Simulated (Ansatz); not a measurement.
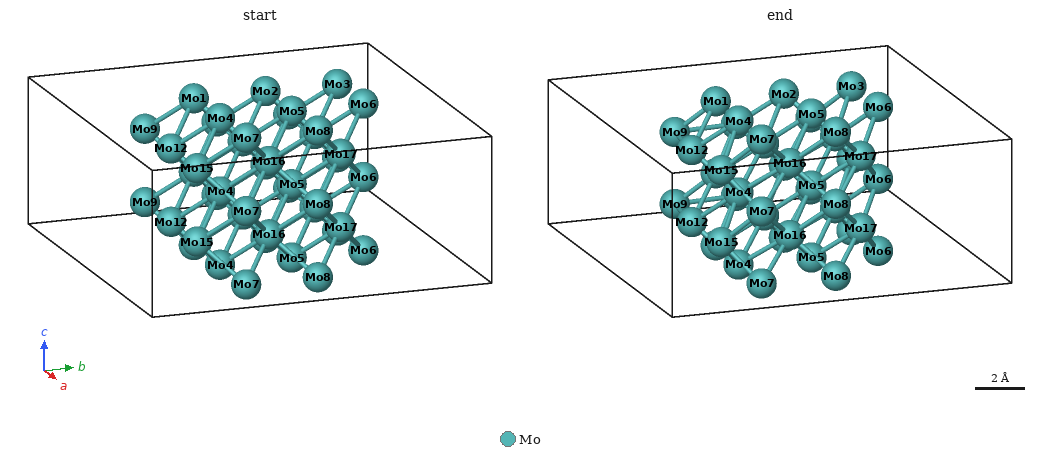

The structure of a wire of composition Mo before (left) and after (right) a relaxation, at one scale.

A ball-and-stick model of the 2 repeat of the cell, with the vacuum cut short (origin shifted), seen slightly off an axis.

Case: wire along [0 0 1], 17 atoms a period.

Computed with DFT PBEsol, scalar-relativistic, plane waves, PAW in Ansatz. (plane-wave cutoff 420 eV; k-point mesh 1 × 1 × 17; occupations gaussian; smearing width 0.05 eV; no spin polarisation; cell relaxed at fixed a, b, alpha, beta, gamma; force threshold 0.02 eV/Å; at most 45 steps)

Describe what moved and what it gained.

A Mo atom moves most relative to the layer's centre: 0.44 Å. Along the periodic axis the drawn cell goes c 6.259 → 6.143 Å (−1.9 %). Among the contacts that change: Mo–Mo 3.129 → 2.783 Å, Mo–Mo 2.710 → 2.392 Å, Mo–Mo 3.129 → 2.906 Å, Mo–Mo 2.710 → 2.541 Å. Among the angles between lasting bonds that change: Mo–Mo–Mo 70.5° → 79.9°, Mo–Mo–Mo 70.5° → 79.2°, Mo–Mo–Mo 109.5° → 117.5°. Over 6 accepted moves (8 points after the start) the energy falls by 3.509 eV per cell of the calculation. Largest force component: 2.9 eV/Å at the start, 0.0077 eV/Å at the end. The line search rejected the trial step at point 3 of the run. At 1 point the geometry stayed and the basis and grid were re-selected for the new cell (energy shift of 0.8 meV per cell of the calculation at most each time).
